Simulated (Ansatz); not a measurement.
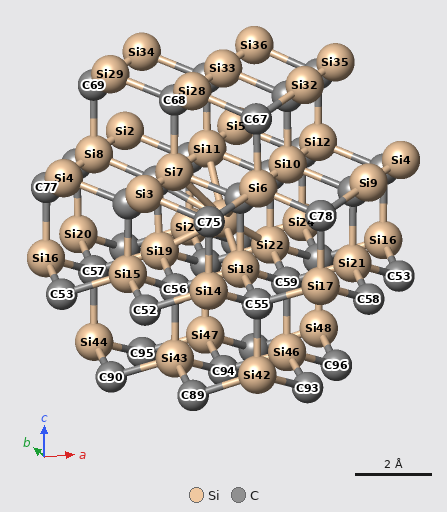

A defect cell of composition Si$_{49}$C$_{48}$, before the relaxation. Style: ball-and-stick. Shown: the atoms within 5.8 Å of the atom that moves most (axes of the cell of the calculation (origin shifted)), slightly off an axis.

All numbers below come from DFT, PBEsol, PAW, plane waves (Ansatz).

Set-up: plane-wave cutoff 420 eV; k-point mesh 1 × 1 × 1; mesh shifted by (0.25, 0.25, 0.25); collinear spin; atoms relaxed in a fixed cell; force threshold 0.03 eV/Å; at most 80 steps.

```
CELL_PARAMETERS angstrom
9.23420 0.00000 0.00000
0.00000 10.66274 0.00000
0.00000 0.00000 10.07595
ATOMIC_POSITIONS crystal
Si 0.99905 0.00101 0.49970
Si 0.33416 0.00111 0.49986
Si 0.16694 0.25162 0.50070
Si 0.00120 0.49639 0.49839
Si 0.66433 0.99974 0.49738
Si 0.50307 0.24731 0.50044
Si 0.32962 0.49788 0.49908
Si 0.16736 0.75221 0.49927
Si 0.83077 0.24970 0.49946
Si 0.66685 0.50265 0.50178
Si 0.50158 0.74630 0.49935
Si 0.83188 0.75226 0.49971
Si 0.99737 0.16523 0.24899
Si 0.33162 0.16688 0.25132
Si 0.16716 0.41751 0.24984
Si 0.99932 0.66612 0.24663
Si 0.66343 0.16608 0.24793
Si 0.50116 0.41613 0.24792
Si 0.33624 0.66483 0.25045
Si 0.17197 0.92071 0.24773
Si 0.83330 0.41764 0.24631
Si 0.66561 0.67045 0.24959
Si 0.49939 0.91398 0.25329
Si 0.83275 0.91559 0.24872
Si 0.16627 0.08418 0.74971
Si 0.99999 0.33473 0.74882
Si 0.49660 0.08265 0.75195
Si 0.33336 0.33339 0.75142
Si 0.16542 0.58456 0.75074
Si 0.99783 0.83093 0.75166
Si 0.83461 0.08744 0.74710
Si 0.66670 0.33319 0.75157
Si 0.49974 0.58347 0.75006
Si 0.33296 0.83118 0.74949
Si 0.83281 0.58279 0.75049
Si 0.66826 0.83555 0.75002
Si 0.99845 0.00054 0.99748
Si 0.33557 0.99542 0.99993
Si 0.16544 0.25086 0.99890
Si 0.00205 0.50083 0.00261
Si 0.66746 0.00013 0.99764
Si 0.50082 0.24946 0.99910
Si 0.33106 0.49852 0.99720
Si 0.16713 0.74931 0.99565
Si 0.83188 0.25041 0.00317
Si 0.66417 0.49927 0.99776
Si 0.49700 0.75109 0.99835
Si 0.83284 0.74787 0.99927
Si 0.50111 0.58293 0.34674
C 0.99644 0.00153 0.18827
C 0.33242 0.99630 0.18545
C 0.16785 0.24933 0.18918
C 0.99606 0.49974 0.18587
C 0.66529 0.00018 0.18682
C 0.50169 0.25080 0.18933
C 0.33279 0.49892 0.18380
C 0.16530 0.74909 0.18629
C 0.83090 0.24862 0.18647
C 0.66368 0.50129 0.18459
C 0.49794 0.74791 0.18950
C 0.83306 0.74940 0.18542
C 0.99936 0.00157 0.68697
C 0.33369 0.00041 0.68935
C 0.16750 0.25153 0.68678
C 0.00374 0.49984 0.68934
C 0.66994 0.99909 0.68774
C 0.49808 0.25073 0.68656
C 0.33065 0.50010 0.69177
C 0.16580 0.75114 0.68547
C 0.83130 0.24972 0.68890
C 0.66552 0.50103 0.68497
C 0.50078 0.75056 0.68824
C 0.83184 0.75065 0.68295
C 0.00023 0.16732 0.43695
C 0.33227 0.16457 0.43705
C 0.16759 0.41526 0.43917
C 0.00108 0.66576 0.43655
C 0.66371 0.16394 0.43732
C 0.49996 0.41629 0.43782
C 0.32743 0.66782 0.43696
C 0.16541 0.91568 0.43727
C 0.83568 0.41704 0.43985
C 0.66493 0.66507 0.43746
C 0.50059 0.91789 0.43740
C 0.83555 0.91510 0.43563
C 0.16192 0.08233 0.94029
C 0.00051 0.33608 0.93625
C 0.50228 0.08181 0.93943
C 0.33520 0.33166 0.93340
C 0.16772 0.58235 0.93726
C 0.00509 0.83424 0.93943
C 0.83398 0.08328 0.93837
C 0.67495 0.33332 0.93781
C 0.50041 0.58135 0.93785
C 0.33466 0.83087 0.94057
C 0.83499 0.58089 0.93613
C 0.66689 0.83074 0.93471
```

**Where does the relaxation end?**

Si49 moves most: 0.40 Å along +c. By element the largest moves are Si 0.40 Å, C 0.11 Å. The lattice vectors keep their values. Some distances before and after: Si49–C60 2.368 → 2.763 Å, Si7–Si11 3.088 → 3.473 Å, Si49–C59 2.383 → 2.759 Å, Si10–Si11 3.013 → 3.372 Å. Bond angles that change, for instance: Si49–Si11–C72 132.8° → 116.5°, C72–Si11–C84 107.5° → 120.9°, Si49–Si19–C57 170.7° → 157.4°. After 10 geometry steps the energy has fallen by 4.987 eV per cell of the calculation. The largest force component goes from 7 to 0.015 eV/Å. The program noted that the starting moments weren't kept.

The end point in the same view:

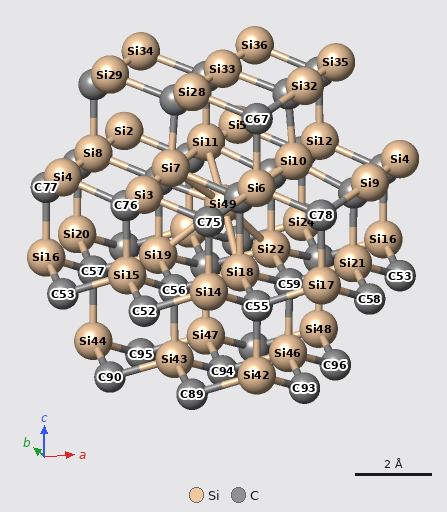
